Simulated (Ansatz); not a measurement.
## MoSe$_{2}$: a changed input and its effect

System: MoSe$_{2}$ (6 atoms in the cell).
Method of run A: DFT, PBE-D4, plane waves, PAW, no spin polarisation (Ansatz 0.2.0).

The structure was built on a prototype by a generator. The geometry comes from this level: PBE. Text and figures count atoms from 1; the logs count them from 0 in places.

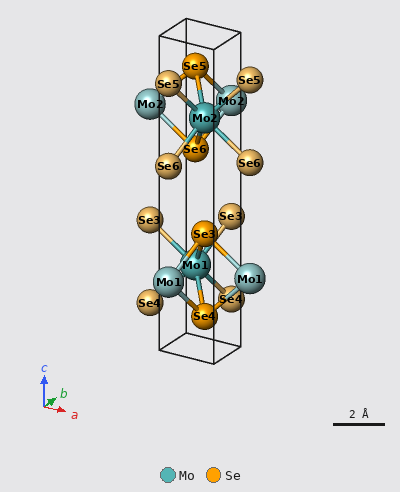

Fig. 1: The input geometry (ball-and-stick view of the cell of the calculation, seen slightly off an axis; neighbours outside the cell are drawn fainter; atoms are numbered from 1 in the order of the input).

### Input file, run A
```yaml
crystal:
  lattice:
    - [3.2770510698, 0.0, 0.0]
    - [-1.6385255349, 2.8380094759, 0.0]
    - [0.0, 0.0, 12.7339649206]
  atoms:
    - { symbol: Mo, position: [0.3333333333, 0.6666666667, 0.25] }
    - { symbol: Mo, position: [0.6666666667, 0.3333333333, 0.75] }
    - { symbol: Se, position: [0.6666666667, 0.3333333333, 0.3814561126] }
    - { symbol: Se, position: [0.6666666667, 0.3333333333, 0.1185438874] }
    - { symbol: Se, position: [0.3333333333, 0.6666666667, 0.8814561126] }
    - { symbol: Se, position: [0.3333333333, 0.6666666667, 0.6185438874] }
kpoints:
  mp_grid: { grid: [12, 12, 2] }
hamiltonian:
  xc: pbe
  dispersion: d4
scf:
  occupations: { method: fermi_dirac, width: 0.02 }
relax:
  f_tol: 0.005
  cell: {}
```

Command:
```bash
ansatz run input.yaml --threads 8 --pin off --max-ram 12902MiB --backend cpu --events-out ev --progress --plain --runs-dir out
```

Hardware: 8 threads of Intel Xeon (Sapphire Rapids), 64 GiB of memory available, shared host.

### Output, shortened to warnings, some set-up lines, iterations and results (run A)
```
Basis set: ecut = 420 eV, 2347 PW (Γ), exchange–correlation on 48×48×180 points (8 copies of the dense FFT grid, shifted against one another)
Symmetry: 24 space group operations
k-points: 38 of 288
Initial density: superposition of atomic densities (neutral atoms: chi_scale 0, normalization atom), corrected by the library's trained network
[...]
SCF iter   1: F=—  HF=-31795.161589 eV  |F-HF|=—  |Δ(HF+E_count)|=         —  Δρ=5.11e-3  dr2=1.72e-2  ethr=1.77e-3  ⟨swp⟩=6.4  Hψ=7501  notcnv=0  defer=1
SCF iter   2: F=—  HF=-31795.169926 eV  |F-HF|=—  |Δ(HF+E_count)|=   8.34e-3  Δρ=2.91e-3  dr2=3.69e-3  ethr=1.87e-5  ⟨swp⟩=2.0  Hψ=3450  notcnv=0  defer=76
SCF iter   3: F=—  HF=-31795.172504 eV  |F-HF|=—  |Δ(HF+E_count)|=   2.58e-3  Δρ=1.60e-3  dr2=1.10e-3  ethr=4.01e-6  ⟨swp⟩=2.3  Hψ=2903  notcnv=0  defer=76
SCF iter   4: F=—  HF=-31795.173770 eV  |F-HF|=—  |Δ(HF+E_count)|=   1.27e-3  Δρ=1.06e-4  dr2=7.70e-6  ethr=1.20e-6  ⟨swp⟩=2.0  Hψ=2800  notcnv=0  defer=76
SCF iter   5: F=—  HF=-31795.173779 eV  |F-HF|=—  |Δ(HF+E_count)|=   8.36e-6  Δρ=4.92e-5  dr2=2.13e-6  ethr=8.37e-9  ⟨swp⟩=2.0  Hψ=3728  notcnv=0  defer=76
[... 35 lines ...]
SCF iter   5: F=—  HF=-31795.174821 eV  |F-HF|=—  |Δ(HF+E_count)|=   1.21e-7  Δρ=8.14e-7  dr2=1.84e-9  ethr=6.43e-12  ⟨swp⟩=2.0  Hψ=3733  notcnv=0
SCF iter   6: F=—  HF=-31795.174821 eV  |F-HF|=—  |Δ(HF+E_count)|=   2.15e-9  Δρ=4.72e-7  dr2=7.26e-10  ethr=2.00e-12  ⟨swp⟩=2.1  Hψ=2768  notcnv=0
SCF iter   7: F=-31795.174821 eV  HF=-31795.174821 eV  |F-HF|=7.28e-12  |Δ(HF+E_count)|=  6.26e-10  Δρ=1.14e-7  dr2=3.51e-11  ethr=1.00e-12  ⟨swp⟩=3.0  Hψ=8486  notcnv=0
SCF 5 converged in 7 iterations: F = -31795.174821 eV  dr2 = 3.51e-11
relax step   5: F+E_penalty+E_count = -31795.17482101 eV  Δ(F+E_penalty+E_count) = -1.238e-4 eV  max|allowed force component| = 3.493e-3 eV/Å  Δτ_max = 0.0000 Å  P = +0.012 …
basis re-selected at this cell: Δ(F+E_penalty+E_count) = -1.238e-4 eV, ΔP = -0.000 GPa vs the last step (what re-selecting the basis moved, of the pressure what is left beyond the Pulay correction that the steps carried, after the strain that the cell walked since its last selection, with what the …
SCF converged after 7 iterations
Free energy (F): -31795.174821 eV
Harris-Foulkes:  -31795.174821 eV  (|F-HF|=7.28e-12)
Internal energy: -31795.174821 eV  (E = F + TS)
E sigma→0 (E₀):  -31795.174821 eV
Fermi energy:    13.073154 eV
--- Per-component energies (eV) ---
  E_band       = -1605.298986
  E_kinetic    = 1360.395399
  E_local      = -11566.362697  (includes V_loc(G=0)·N_el)
  E_nonlocal   = -2095.737891
  E_hartree    = 5481.906561
  E_xc         = -786.447484
  E_vxc        = -854.393970  (∫ρ·V_xc dr)
  E_paw        = -14048.317847  (= ΣΔE_a)
  E_vpaw       = 586.989748  (= ΣTr[D̂ρ^β])
  E_aug_tail   = -0.002269  (compensation charges beyond the density's cutoff)
  E_ewald      = -10137.753839
  E_disp       = -2.854754  (pairwise vdW)
  E_smearing   = -0.000000  (= −TS)
  E_closure    = 0.000000  (closes the sum)
  Σ components = -31795.174821   (vs F -31795.174821, Δ=0.00e0)
--- Forces (eV/Å), atoms counted from 1 ---
  atom   1  Mo    -0.00000000     0.00000000     0.00000000
  atom   2  Mo     0.00000000    -0.00000000    -0.00000000
  atom   3  Se     0.00000000    -0.00000000     0.00349303
  atom   4  Se     0.00000000    -0.00000000    -0.00349303
  atom   5  Se     0.00000000     0.00000000     0.00349303
  atom   6  Se     0.00000000     0.00000000    -0.00349303
  max |Σ_I F_I| component: 1.16e-17 eV/Å
--- Stress (GPa, compression-positive) ---
       -0.001336       0.000000       0.000000
        0.000000      -0.001336       0.000000
        0.000000       0.000000       0.037474
  P = ⅓ Tr σ = 0.0116 GPa (0.116 kbar)
--- Relaxed structure (4 steps of the walk, 3 accepted, 1 SCFs on fresh bases) ---
  F+E_penalty+E_count = -31795.17482101 eV   max|allowed force component| = 3.493e-3 eV/Å   (the final SCF, on the basis selected at the relaxed cell)
  cell:  # Å, volume = 119.3556 Å³
    - [3.2811011562274452, 0.0, 2.9987959374201964e-34]
    - [-1.6405505781137226, 2.8415169536794616, 3.448794002768307e-19]
    - [1.165272113802763e-33, 1.5474515579390767e-18, 12.80185632193017]
  atoms:
[...]
```

The input of run B differs as follows (lines with − go, lines with + come):
```diff
-  xc: pbe
-  dispersion: d4
+  xc: r2scan
+  dispersion: rvv10
```

What does this change do to the results?

The total energies belong to different models, so their difference says nothing on which is more stable or more accurate. The volume per atom goes from 19.89 to 20.64 Å³. The functional changes from PBE to r2SCAN. The SCF takes 53 iterations over all geometry steps against 35. The default cutoff goes from 420 to 500 eV with the change. On the same kind of shared host run B took about 3.5 times as long.

### Output, shortened to warnings, some set-up lines, iterations and results (run B)
```
Basis set: ecut = 500 eV, 2921 PW (Γ), exchange–correlation on 108×108×432 points (64 copies of the dense FFT grid, shifted against one another)
Symmetry: 24 space group operations
k-points: 38 of 288
Initial density: superposition of atomic densities (neutral atoms: chi_scale 0, normalization atom), corrected by the library's trained network
[...]
SCF iter   1: F=—  HF=-31844.034115 eV  |F-HF|=—  |Δ(HF+E_count)|=         —  Δρ=1.41e-2  dr2=5.59e-1  dr2_τ=7.14e-2  ethr=1.77e-3  ⟨swp⟩=6.4  Hψ=7511  notcnv=0  defer=1
SCF iter   2: F=—  HF=-31844.056770 eV  |F-HF|=—  |Δ(HF+E_count)|=   2.27e-2  Δρ=6.02e-3  dr2=5.73e-2  dr2_τ=2.83e-2  ethr=6.07e-4  ⟨swp⟩=2.7  Hψ=3454  notcnv=0  defer=75
SCF iter   3: F=—  HF=-31844.055544 eV  |F-HF|=—  |Δ(HF+E_count)|=   1.23e-3  Δρ=3.04e-3  dr2=4.24e-3  dr2_τ=2.94e-4  ethr=6.23e-5  ⟨swp⟩=2.1  Hψ=2856  notcnv=0  defer=37
SCF iter   4: F=—  HF=-31844.060708 eV  |F-HF|=—  |Δ(HF+E_count)|=   5.16e-3  Δρ=3.75e-4  dr2=2.63e-4  dr2_τ=2.36e-5  ethr=4.61e-6  ⟨swp⟩=2.6  Hψ=4057  notcnv=0  defer=37
SCF iter   5: F=—  HF=-31844.060475 eV  |F-HF|=—  |Δ(HF+E_count)|=   2.33e-4  Δρ=1.98e-4  dr2=4.92e-5  dr2_τ=2.93e-6  ethr=2.86e-7  ⟨swp⟩=2.0  Hψ=3724  notcnv=0  defer=37
[... 57 lines ...]
SCF iter   4: F=—  HF=-31844.101697 eV  |F-HF|=—  |Δ(HF+E_count)|=   1.68e-8  Δρ=1.26e-6  dr2=1.77e-9  dr2_τ=4.36e-10  ethr=3.89e-12  ⟨swp⟩=2.0  Hψ=3876  notcnv=0
SCF iter   5: F=—  HF=-31844.101697 eV  |F-HF|=—  |Δ(HF+E_count)|=  6.22e-10  Δρ=6.17e-7  dr2=2.02e-10  dr2_τ=1.46e-10  ethr=1.92e-12  ⟨swp⟩=2.0  Hψ=2650  notcnv=0
SCF iter   6: F=-31844.101697 eV  HF=-31844.101697 eV  |F-HF|=4.73e-11  |Δ(HF+E_count)|=   1.12e-9  Δρ=1.12e-7  dr2=1.43e-11  dr2_τ=4.27e-12  ethr=1.00e-12  ⟨swp⟩=4.2  …
SCF 7 converged in 6 iterations: F = -31844.101697 eV  dr2 = 1.43e-11
relax step   7: F+E_penalty+E_count = -31844.10169715 eV  Δ(F+E_penalty+E_count) = -9.548e-4 eV  max|allowed force component| = 6.281e-4 eV/Å  Δτ_max = 0.0000 Å  P = +0.007 …
basis re-selected at this cell: Δ(F+E_penalty+E_count) = -9.548e-4 eV, ΔP = +0.003 GPa vs the last step (what re-selecting the basis moved, of the pressure what is left beyond the Pulay correction that the steps carried, after the strain that the cell walked since its last selection, with what the …
SCF converged after 6 iterations
Free energy (F): -31844.101697 eV
Harris-Foulkes:  -31844.101697 eV  (|F-HF|=4.73e-11)
Internal energy: -31844.101697 eV  (E = F + TS)
E sigma→0 (E₀):  -31844.101697 eV
Fermi energy:    12.349001 eV
--- Per-component energies (eV) ---
  E_band       = -1745.042895
  E_kinetic    = 1357.122737
  E_local      = -12130.635129  (includes V_loc(G=0)·N_el)
  E_nonlocal   = -2094.964527
  E_hartree    = 5733.487284
  E_xc         = -743.632358
  E_vxc        = -935.268853  (∫ρ·V_xc dr)
  E_paw        = -14135.171018  (= ΣΔE_a)
  E_vpaw       = 537.282756  (= ΣTr[D̂ρ^β])
  E_aug_tail   = -0.000823  (compensation charges beyond the density's cutoff)
  E_vtau       = 54.446591  (kinetic-family band-sum trace: ∫τ·v_τ [+ j·A + Jᵃ·Aᵃ] dr)
  E_ewald      = -9822.806375
  E_core_change = -7.501488  (= ΣΔE_core)
  E_smearing   = -0.000000  (= −TS)
  E_closure    = 0.000000  (closes the sum)
  Σ components = -31844.101697   (vs F -31844.101697, Δ=0.00e0)
--- Forces (eV/Å), atoms counted from 1 ---
  atom   1  Mo    -0.00000000     0.00000000    -0.00000000
  atom   2  Mo     0.00000000    -0.00000000     0.00000000
  atom   3  Se     0.00000000     0.00000000    -0.00062807
  atom   4  Se     0.00000000     0.00000000     0.00062807
  atom   5  Se    -0.00000000    -0.00000000    -0.00062807
  atom   6  Se    -0.00000000    -0.00000000     0.00062807
  max |Σ_I F_I| component: 3.47e-18 eV/Å
--- Stress (GPa, compression-positive) ---
        0.001299      -0.000000       0.000000
        0.000000       0.001299       0.000000
        0.000000       0.000000       0.018565
  P = ⅓ Tr σ = 0.0071 GPa (0.071 kbar)
--- Relaxed structure (6 steps of the walk, 4 accepted, 1 SCFs on fresh bases) ---
  F+E_penalty+E_count = -31844.10169715 eV   max|allowed force component| = 6.281e-4 eV/Å   (the final SCF, on the basis selected at the relaxed cell)
  cell:  # Å, volume = 123.8356 Å³
    - [3.3053967699471234, 0.0, 3.427195357051654e-34]
    - [-1.6526983849735617, 2.8625575723612364, 1.913542709656726e-18]
[...]
```

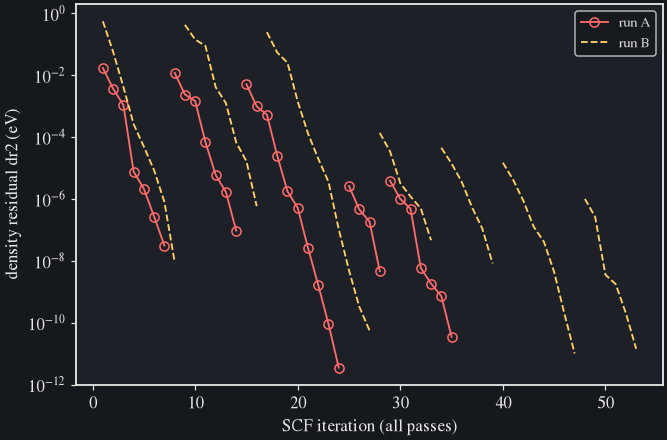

Fig. 2: Convergence of the two runs: density residual dr2 against the SCF iteration. A break in a curve parts two SCF passes. Run A takes 35 iterations in all, and run B takes 53.

### The two runs side by side

| quantity | run A | run B |
| --- | --- | --- |
| outcome | converged | converged |
| free energy per atom (eV) | −5299.1958 | −5307.3503 |
| pressure (GPa) | 0.01 | 0.01 |
| volume per atom (Å³) | 19.89 | 20.64 |
| largest force (eV/Å) | 0.003 | 0.001 |
| SCF iterations | 35 | 53 |
| irreducible k-points | 38 | 38 |
| wall time (shared host) | 7.4 s | 26 s |
